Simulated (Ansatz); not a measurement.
ZnO

```
Zn O
1.0
     3.02838    0.00000    0.00000
     0.00000    3.02838    0.00000
     0.00000    0.00000    5.40712
Zn O
2 2
Direct
  0.00000 0.50000 0.00000
  0.50000 0.00000 0.50000
  0.50000 0.50000 0.25000
  0.50000 0.50000 0.75000
```

Space group P4₂/mmc; a structure generated by program, which may or may not match a known phase.

These are results of DFT PBE, scalar-relativistic, plane waves, PAW (Ansatz), not measurements.

The density is the valence pseudo-density of a PAW calculation; it isn't the true density close to the nuclei.

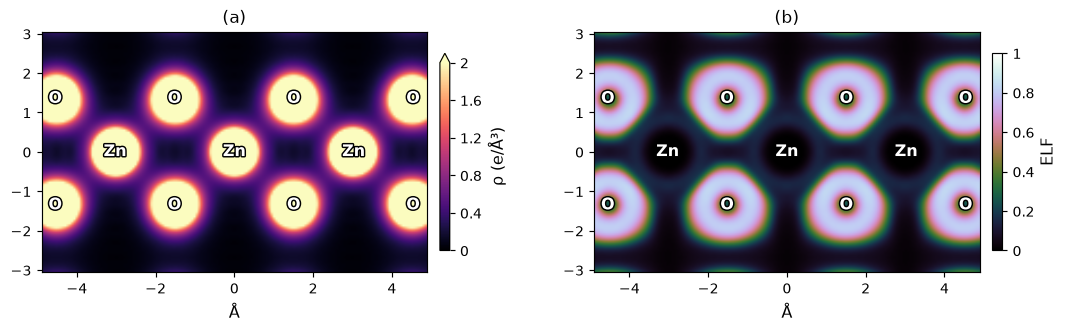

Figure 1. (a) valence charge density (pseudo); (b) ELF on the (100) plane of the conventional cell.

### Read the bonding off the picture.

The plane passes through Zn and O nuclei.
Zn–O (2.03 Å): the density is about 0.53 e/Å³ at the midpoint; the ELF peaks at about 0.85 in the valence shell of O, 0.6 Å from its nucleus, and is about 0.25 at the midpoint; no localised pair shows between them.
Between the atoms the lowest density in this plane is 0.02 e/Å³.

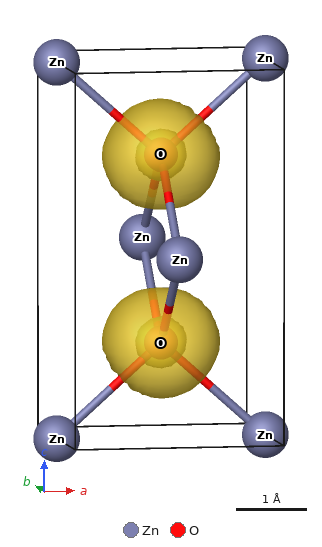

Figure 2. Isosurface of the electron localisation function at 0.7 (yellow), seen slightly off an axis. Core shells and regions of very low density are left out. Sticks mark near contacts.

### What do the ELF domains correspond to?

The surface consists of two regions wrapped around O (the valence shell of each), counted in one cell of 4 atoms. Any copies at cell faces, edges or corners count once.

### Does the calculation give a band gap?

It is metallic or semimetallic at this level of theory: no gap opens.
